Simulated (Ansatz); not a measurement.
TaSi2: several calculations on one system

### Relaxation

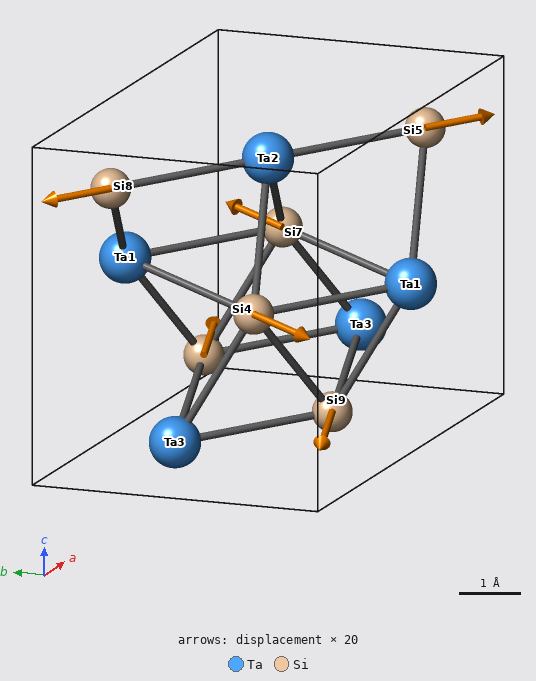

This is a relaxation of crystalline TaSi2 (set up in P6_222) (coarse preliminary run). The starting structure is drawn; orange arrows show the displacements (the part carried along by the change of the cell is left out), 20 times their true length.

The picture is a ball-and-stick view of the cell of the calculation, seen from a free direction.

Computed with DFT PBE, scalar-relativistic, plane waves, PAW (Ansatz 0.2.0).

Input
```yaml
crystal:
  lattice:
    - [4.7799993808, 0.0, 0.0]
    - [-2.3899996904, 4.1396008938, 0.0]
    - [0.0, 0.0, 6.564]
  atoms:
    - { symbol: Ta, position: [0.5, 0.0, 0.5] }
    - { symbol: Ta, position: [0.5, 0.5, 0.8333333333] }
    - { symbol: Ta, position: [0.0, 0.5, 0.1666666667] }
    - { symbol: Si, position: [0.16665, 0.3333, 0.5] }
    - { symbol: Si, position: [0.83335, 0.16665, 0.8333333333] }
    - { symbol: Si, position: [0.6667, 0.83335, 0.1666666667] }
    - { symbol: Si, position: [0.83335, 0.6667, 0.5] }
    - { symbol: Si, position: [0.16665, 0.83335, 0.8333333333] }
    - { symbol: Si, position: [0.3333, 0.16665, 0.1666666667] }
basis:
  ecutwfc: 420
kpoints:
  mp_grid: { grid: [6, 6, 4] }
hamiltonian:
  xc: pbe
scf:
  occupations: { method: gaussian, width: 0.1 }
output:
  forces: true
  stress: true
  eigenvalues: true
relax:
  adjacent_minimum: "off"
  f_tol: 0.05
  max_steps: 80
  cell: { stress_tol: 0.5 }
```

Command:
```bash
ansatz run input.yaml --threads 1 --pin off --max-ram 2560MiB --backend cpu --events-out ev --progress --plain --runs-dir out
```

Q: Atoms of which element are displaced furthest, and by how much?

A: Silicon: up to 0.061 Å, against 0.000 Å for tantalum.

Q: Describe the change and its energy.

A: The largest moves relative to the cell, 0.061 Å, are those of Si4, Si5, Si6, Si7, Si8 and Si9. Si5 goes along [1 −1 0]. Ta stays in place. Cell: a = b 4.780 → 4.804 Å (+0.5 %), c 6.564 → 6.608 Å (+0.7 %). Volume +1.7 %. Some distances before and after: Si4–Si7 2.759 → 2.651 Å, Ta1–Si4 2.760 → 2.835 Å, Ta1–Si5 2.587 → 2.620 Å, Ta1–Ta2 3.240 → 3.259 Å. The space group stays P6_222 (No. 180). Over 2 accepted moves (3 points after the start) the energy falls by 18.3 meV per atom. The largest force component goes from 0.76 to 0.0042 eV/Å. The pressure goes from 3.54 to −0.24 GPa. The SCF was repeated once at an unchanged geometry on a basis and grid sized afresh for the cell, which shifted the energy by 0.1 meV per atom at most.

### Relaxation

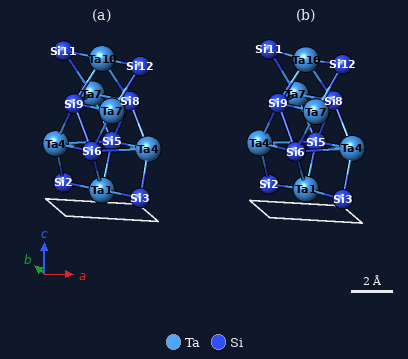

The structure of a slab of composition TaSi$_{2}$ (cut from the P6_222 phase) before (left) and after (right) a relaxation, at one scale.

The picture is a ball-and-stick view of the cell of the calculation, outlined in the plane, without the vacuum, seen slightly off an axis.

Case: (0 0 1) slab, atoms relaxed. The slab is the (0 0 1) face of TaSi2.

All numbers below come from Ansatz 0.2.0, DFT PBE, scalar-relativistic, plane waves, PAW.

Input file:
```yaml
crystal:
  lattice:
    - [4.8057072837, 0.0, 0.0]
    - [-2.4028536419, 4.1618645909, 0.0]
    - [0.0, 0.0, 21.5973471112]
  atoms:
    - { symbol: Ta, position: [0.5, 0.5, 0.3472648729] }
    - { symbol: Si, position: [0.1589210463, 0.8410789537, 0.3472648729] }
    - { symbol: Si, position: [0.8410789537, 0.1589210463, 0.3472648729] }
    - { symbol: Ta, position: [0.0, 0.5, 0.449088291] }
    - { symbol: Si, position: [0.6821579074, 0.8410789537, 0.449088291] }
    - { symbol: Si, position: [0.3178420926, 0.1589210463, 0.449088291] }
    - { symbol: Ta, position: [0.5, 0.0, 0.550911709] }
    - { symbol: Si, position: [0.8410789537, 0.6821579074, 0.550911709] }
    - { symbol: Si, position: [0.1589210463, 0.3178420926, 0.550911709] }
    - { symbol: Ta, position: [0.5, 0.5, 0.6527351271] }
    - { symbol: Si, position: [0.1589210463, 0.8410789537, 0.6527351271] }
    - { symbol: Si, position: [0.8410789537, 0.1589210463, 0.6527351271] }
basis:
  ecutwfc: 420
kpoints:
  mp_grid: { grid: [9, 9, 1] }
hamiltonian:
  xc: pbe
scf:
  occupations: { method: gaussian, width: 0.1 }
output:
  forces: true
  eigenvalues: true
  write_density: true
  write_potential: true
  elf: true
  volumetric_format: npy
relax:
  adjacent_minimum: "off"
  f_tol: 0.02
  max_steps: 60
efield:
  axis: 3
  dipole_correction: true
  ramp_width: 0.04
```

Launched with:
```bash
ansatz run input.yaml --threads 1 --pin off --max-ram 2560MiB --backend cpu --events-out ev --progress --plain --runs-dir out
```

> Describe what moved and what it gained.

Over 5 accepted moves (6 points after the start) the energy falls by 0.276 eV per cell of the calculation. Largest force component: 1.2 eV/Å at the start, 0.011 eV/Å at the end. 1 step only repeated the SCF at the same geometry. The largest moves relative to the layer's centre, 0.14 Å, are those of Si2, Si3, Si11 and Si12. Si12 goes at 54° to the normal (+c side). Largest moves by element: Si 0.14 Å, Ta 0.06 Å. The cell stays as it was. Near-neighbour distances that change, for instance: Si11–Si12 2.646 → 2.874 Å, Ta10–Si11 2.839 → 2.728 Å, Si2–Si6 2.566 → 2.657 Å, Si8–Ta10 2.618 → 2.545 Å. Among the angles between lasting bonds that change: Si8–Si11–Ta10 105.5° → 100.2°, Ta7–Si11–Ta10 122.8° → 117.6°, Ta10–Si11–Ta10 122.3° → 118.0°. The run took 25 min on 1 thread of Intel(R) Xeon(R) Processor @ 2.50GHz (Skylake/Cascade Lake), with other jobs on the host, peak memory 1.1 GiB.

### A change

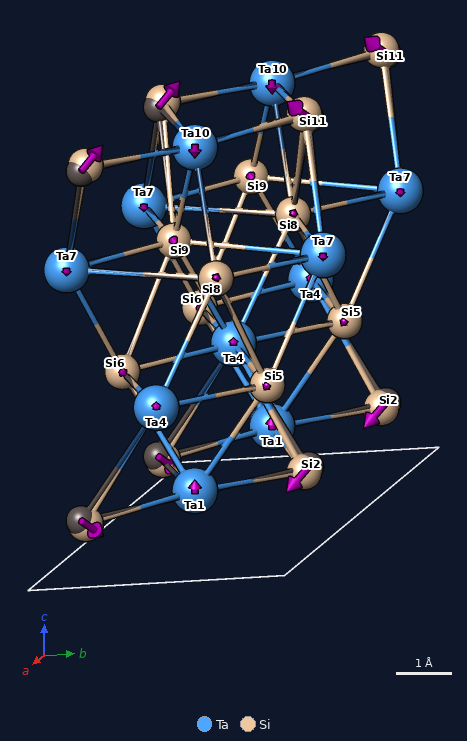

A (0 0 1) slab of TaSi$_{2}$ as cut from the relaxed bulk, drawn pale, and a changed version of it, drawn solid. The purple arrows show how the atoms are displaced, magnified 5 times. Style: ball-and-stick. Shown: the 2 × 1 repeat of the cell, outlined in the plane, without the vacuum, slightly off an axis.

All numbers below come from Ansatz 0.2.0, DFT PBE, scalar-relativistic, plane waves, PAW. Settings: plane-wave cutoff 420 eV; occupations gaussian; smearing width 0.1 eV; no spin polarisation. The k-mesh is chosen for each cell (9×9×6, 9×9×1).

> What was done to the structure, and with what result?

The atoms of the slab are relaxed at the bulk's in-plane cell. The surface energy (mean of the two faces) falls from 2.44 to 2.33 J/m². The top spacing, between the TaSi2 and TaSi2 planes, goes from 2.20 to 2.23 Å (+1.4 %), the bottom one (TaSi2 to TaSi2) from 2.20 to 2.23 Å (+1.4 %). The top plane rumples by 0.14 Å. The cell stays as it was. The largest moves relative to the layer's centre, 0.14 Å, are those of Si atoms. By element the largest moves are Si 0.14 Å, Ta 0.06 Å. Among the bonded contacts that change: Si–Si 2.646 → 2.634 to 2.874 Å, Si–Ta 2.839 → 2.728 to 2.846 Å, Si–Si 2.566 → 2.586 to 2.657 Å, Si–Ta 2.618 → 2.545 to 2.683 Å.
